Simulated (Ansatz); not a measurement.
# Run report: SiO₂, single-point calculation

The run: single-point calculation of SiO₂ (I-42d, 6 atoms in the cell). Method and program: DFT, PBE, plane waves, PAW, no spin polarisation (Ansatz 0.2.0).

The structure derives from an entry of the Crystallography Open Database. Some settings of this run were made unusual or wrong on purpose. Figures and captions count atoms from 1; the log counts them from 0 in places.

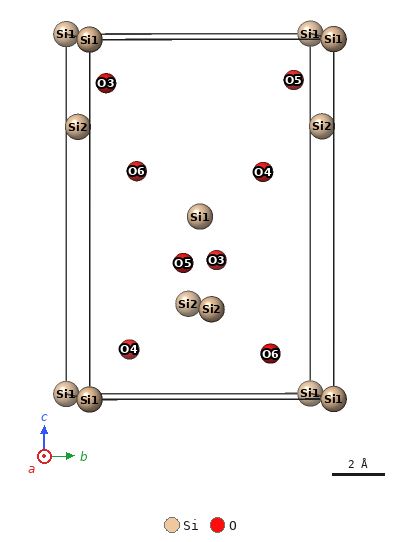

*The structure (ball-and-stick view of the cell 2 times as large as that of the calculation, set on its symmetry axes, seen at an oblique angle; atoms are numbered from 1 in the order of the input). An atom can appear more than once, as a periodic image.*

The input
```yaml
crystal:
  lattice:
    - [-4.74957958, 4.74957958, 6.97193764]
    - [4.74957958, -4.74957958, 6.97193764]
    - [4.74957958, 4.74957958, -6.97193764]
  atoms:
    - { symbol: Si, position: [0.0, 0.0, 0.0] }
    - { symbol: Si, position: [0.75, 0.25, 0.5] }
    - { symbol: O, position: [0.9670112707, 0.625, 0.8420112707] }
    - { symbol: O, position: [0.375, 0.2170112707, 0.3420112707] }
    - { symbol: O, position: [0.7829887293, 0.125, 0.1579887293] }
    - { symbol: O, position: [0.875, 0.0329887293, 0.6579887293] }
basis:
  ecutwfc: 420
kpoints:
  mp_grid: { grid: [8, 8, 8] }
hamiltonian:
  xc: pbe
scf:
  occupations: { method: gaussian, width: 0.02 }
  max_iter: 80
output:
  forces: true
  eigenvalues: true
  stress: true
```

Run on 4 threads of Arm Neoverse V2, 24 GiB of memory available, shared host.

Launched with:
```bash
ansatz run input.yaml --threads 4 --pin off --max-ram 12288MiB --backend cpu --events-out ev --progress --plain --runs-dir out
```

Output
```
Engine: ansatz 0.2.0, aarch64-unknown-linux-gnu
Pseudopotentials: kind: paw
Pseudopotential: Si, paw, valence charge 4, recommended cutoff 420 eV (normal), Si.paw.azcp
Pseudopotential: O, paw, valence charge 6, recommended cutoff 420 eV (normal), O.paw.azcp
Functional definition: PBE
  parameter kappa = 0.804
  parameter beta = 0.06672455060314922
  exchange = pbe_x(kappa = kappa, mu = beta*pi^2/3)
  correlation = pbe_c(beta = beta)
Crystal: 6 atoms, lattice volume = 629.106 Å³
Basis set: ecut = 420 eV, 12343 PW (Γ), exchange–correlation on 144×144×144 points (8 copies of the dense FFT grid, shifted against one another)
Bands: 22, of which v1, the nominal top of the filled ones, is band 16 counted from 1 (15 counted from 0)
Symmetry: 8 space group operations
Space group: I-42d (ITA 122), of the structure as read, at distance tolerance 8.6e-5 Å
k-points: 59 of 512 (time reversal used)
Non-local potential: Si, projectors of the file, l = 0: 2, l = 1: 2, l = 2: 2
Non-local potential: O, projectors of the file, l = 0: 2, l = 1: 2, l = 2: 1
PAW form: soft (Blöchl's): semilocal exchange-correlation on the pseudo side does not see the compensation charge
PAW one-centre angular grid: Si, 110 points (default); XC on 64 Gauss nodes
PAW one-centre angular grid: O, 110 points (default); XC on 64 Gauss nodes
Initial density: superposition of atomic densities (neutral atoms: chi_scale 0, normalization atom), corrected by the library's trained network
Initial wavefunctions: pseudopotential atomic-orbital guess
Functional: x = pbe(κ = 0.804, μ = 0.2195149727645171), c = pbe(β = 0.06672455060314922)
SCF iter   1: F=—  HF=-3514.313468 eV  |F-HF|=—  |Δ(HF+E_count)|=         —  Δρ=1.59e-2  dr2=7.49e-1  ethr=1.77e-3  ⟨swp⟩=9.6  Hψ=7214  notcnv=0
preconditioner: auto → LDOS  [metal: Δε(μ)=0.002 eV  Ē_g=2.340 eV  σ=0.020 eV  W_gap=0.05  n_scr=58 (ndim 8)  ℏωp=7.3 eV  f_vac=0.628  D(μ)=147.02/eV (n_scr^D=2894)  β→1.0]
SCF iter   2: F=—  HF=-3514.780933 eV  |F-HF|=—  |Δ(HF+E_count)|=   4.67e-1  Δρ=4.23e-2  dr2=3.31e0  ethr=1.77e-3  ⟨swp⟩=3.0  Hψ=3068  notcnv=0  recentre
preconditioner: auto → Resta (q_TF=auto, 1.661 Å⁻¹)  ε∞=10.2  [insulator: Δε(μ)=0.094 eV  Ē_g=2.394 eV  σ=0.020 eV  W_gap=1.00  n_scr=58 (ndim 8)  ℏωp=7.3 eV  f_vac=0.646  D(μ)=0.04/eV (n_scr^D=0)  ε∞_Penn≈10.2  vacuum switching on, ρ_ref=4.2e-4 e/Å³  β→0.5]
SCF iter   3: F=—  HF=-3514.272185 eV  |F-HF|=—  |Δ(HF+E_count)|=   5.09e-1  Δρ=1.59e-2  dr2=4.95e-1  ethr=1.77e-3  ⟨swp⟩=2.0  Hψ=2242  notcnv=0
SCF iter   4: F=—  HF=-3514.254009 eV  |F-HF|=—  |Δ(HF+E_count)|=   1.82e-2  Δρ=1.23e-2  dr2=2.66e-1  ethr=1.55e-3  ⟨swp⟩=1.0  Hψ=1770  notcnv=0
SCF iter   5: F=—  HF=-3514.251129 eV  |F-HF|=—  |Δ(HF+E_count)|=   2.88e-3  Δρ=3.59e-3  dr2=2.95e-2  ethr=8.32e-4  ⟨swp⟩=1.0  Hψ=1298  notcnv=0
SCF iter   6: F=—  HF=-3514.255425 eV  |F-HF|=—  |Δ(HF+E_count)|=   4.30e-3  Δρ=1.29e-3  dr2=7.50e-3  ethr=9.21e-5  ⟨swp⟩=1.0  Hψ=1298  notcnv=0
SCF iter   7: F=—  HF=-3514.272708 eV  |F-HF|=—  |Δ(HF+E_count)|=   1.73e-2  Δρ=1.24e-2  dr2=2.65e-1  ethr=2.34e-5  ⟨swp⟩=2.0  Hψ=1534  notcnv=0  recentre
SCF iter   8: F=—  HF=-3514.274691 eV  |F-HF|=—  |Δ(HF+E_count)|=   1.98e-3  Δρ=8.62e-4  dr2=2.68e-3  ethr=2.34e-5  ⟨swp⟩=2.0  Hψ=1528  notcnv=0
SCF iter   9: F=—  HF=-3514.284596 eV  |F-HF|=—  |Δ(HF+E_count)|=   9.91e-3  Δρ=2.73e-3  dr2=1.29e-2  ethr=8.38e-6  ⟨swp⟩=2.0  Hψ=2193  notcnv=0  recentre
SCF iter  10: F=—  HF=-3514.284326 eV  |F-HF|=—  |Δ(HF+E_count)|=   2.70e-4  Δρ=9.00e-5  dr2=3.53e-5  ethr=8.38e-6  ⟨swp⟩=1.0  Hψ=1298  notcnv=0
SCF iter  11: F=—  HF=-3514.284497 eV  |F-HF|=—  |Δ(HF+E_count)|=   1.71e-4  Δρ=5.77e-5  dr2=1.17e-5  ethr=1.10e-7  ⟨swp⟩=2.8  Hψ=2238  notcnv=0
SCF iter  12: F=—  HF=-3514.284497 eV  |F-HF|=—  |Δ(HF+E_count)|=   3.52e-7  Δρ=1.12e-5  dr2=5.08e-7  ethr=3.66e-8  ⟨swp⟩=2.1  Hψ=1911  notcnv=0
SCF iter  13: F=-3514.284496 eV  HF=-3514.284497 eV  |F-HF|=6.09e-7  |Δ(HF+E_count)|=   4.85e-7  Δρ=5.08e-6  dr2=9.66e-8  ethr=3.13e-10  ⟨swp⟩=2.8  Hψ=5052  notcnv=0
SCF 1 converged in 13 iterations: F = -3514.284496 eV  dr2 = 9.66e-8
  greatest PAW one-centre occupation: 0.881 electrons in one spin orbital (limit 2), on the O atom at site 5 (counted from 0), in its partial waves of l = 0
```

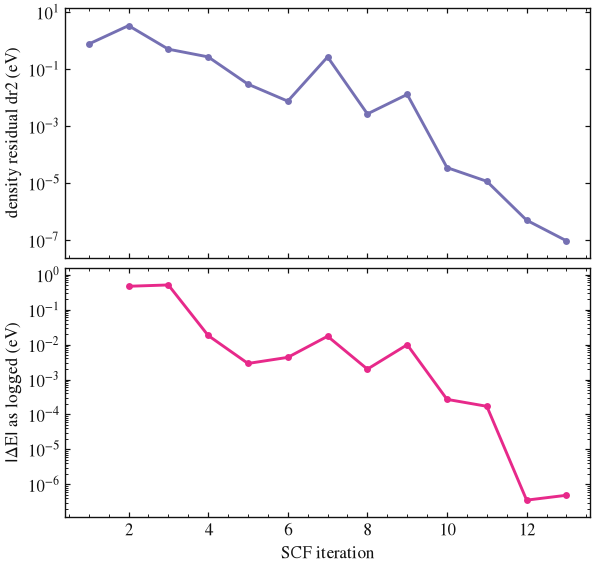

*Convergence of the self-consistent field: density residual dr2 and size of the energy change against the SCF iteration.*

The residual falls unevenly and jumps up by a factor of two or more 3 times on the way down.

```
SCF converged after 13 iterations
Free energy (F): -3514.284496 eV
Harris-Foulkes:  -3514.284497 eV  (|F-HF|=6.09e-7)
Internal energy: -3514.250596 eV  (E = F + TS)
E sigma→0 (E₀):  -3514.267546 eV
Entropy (-TS):   -0.033900 eV (-5.650 meV/atom)
Fermi energy:    -5.629193 eV
--- Per-component energies (eV) ---
  E_band       = -329.328448
  E_kinetic    = 719.819387
  E_local      = -3099.866840  (includes V_loc(G=0)·N_el)
  E_nonlocal   = 246.487577
  E_hartree    = 1186.437131
  E_xc         = -379.649365
  E_vxc        = -433.967905  (∫ρ·V_xc dr)
  E_paw        = -1646.145918  (= ΣΔE_a)
  E_vpaw       = -134.696674  (= ΣTr[D̂ρ^β])
  E_aug_tail   = 0.008917  (compensation charges beyond the density's cutoff)
  E_ewald      = -541.341485
  E_smearing   = -0.033900  (= −TS)
  E_closure    = -0.000000  (closes the sum)
  Σ components = -3514.284496   (vs F -3514.284496, Δ=0.00e0)
--- Forces (eV/Å), atoms counted from 1 ---
  atom   1  Si     0.00000000    -0.00000000     0.00000000
  atom   2  Si     0.00000000     0.00000000     0.00000000
  atom   3  O      0.00000000    -0.72295967    -0.00000000
  atom   4  O     -0.72295967     0.00000000    -0.00000000
  atom   5  O     -0.00000000     0.72295967     0.00000000
  atom   6  O      0.72295967     0.00000000     0.00000000
  max |Σ_I F_I| component: 2.22e-16 eV/Å
--- Stress (GPa, compression-positive) ---
       -2.954872      -0.000000       0.000000
       -0.000000      -2.954872      -0.000000
        0.000000      -0.000000      -2.841302
  P = ⅓ Tr σ = -2.9170 GPa (-29.170 kbar)
--- Band table (eV; the first three rows and the last of 59) ---
  k-point 0: bands = ["-20.4649", "-20.4529", "-20.4529", "-20.4524", "-11.8046", "-11.6426", "-6.4965", "-6.4965", "-6.4500", "-5.8115", "-5.7375", "-5.7375", "-5.6739", "-5.6659", "-5.6285", "-5.6285", "-5.6143", "-5.5594", "-4.2199", "-4.2199", "-4.1745", "-3.4835"]
  k-point 1: bands = ["-20.4644", "-20.4533", "-20.4529", "-20.4525", "-11.7988", "-11.6491", "-6.4914", "-6.4726", "-6.4473", "-5.8166", "-5.7578", "-5.7477", "-5.6728", "-5.6638", "-5.6357", "-5.6312", "-5.6138", "-5.5789", "-4.2071", "-4.1860", "-4.1546", "-3.4906"]
  k-point 2: bands = ["-20.4631", "-20.4546", "-20.4528", "-20.4525", "-11.7820", "-11.6675", "-6.4782", "-6.4463", "-6.3979", "-5.8549", "-5.8129", "-5.7732", "-5.6705", "-5.6578", "-5.6508", "-5.6347", "-5.6158", "-5.6041", "-4.1752", "-4.1521", "-4.0515", "-3.5223"]
  k-point 58: bands = ["-20.4587", "-20.4587", "-20.4529", "-20.4529", "-11.7258", "-11.7258", "-6.4675", "-6.4675", "-6.1272", "-6.1272", "-5.8000", "-5.8000", "-5.6734", "-5.6734", "-5.6381", "-5.6381", "-5.6242", "-5.6242", "-4.1517", "-4.1517", "-3.7846", "-3.7846"]
```

Outcome

- outcome: converged
- space group (tolerance 0.01 Å): I-42d (122)
- electrons treated: 32
- free energy: −3514.2845 eV
- Fermi energy: −5.629 eV
- gap on the k-point mesh: none (metallic)
- pressure: −2.92 GPa
- largest force (length of the vector): 0.723 eV/Å
- wall time: 20 s (CPU time 78 s)
- peak memory: 1.2 GiB

Diagnosis

The input was spoiled on purpose: a lattice typed in bohr (`crystal.lattice`). Numbers in bohr are read as ångström, so the cell is 1.89 times too large and the atoms hardly bond. The program still converged, but the numbers can't be taken as results for the intended system.
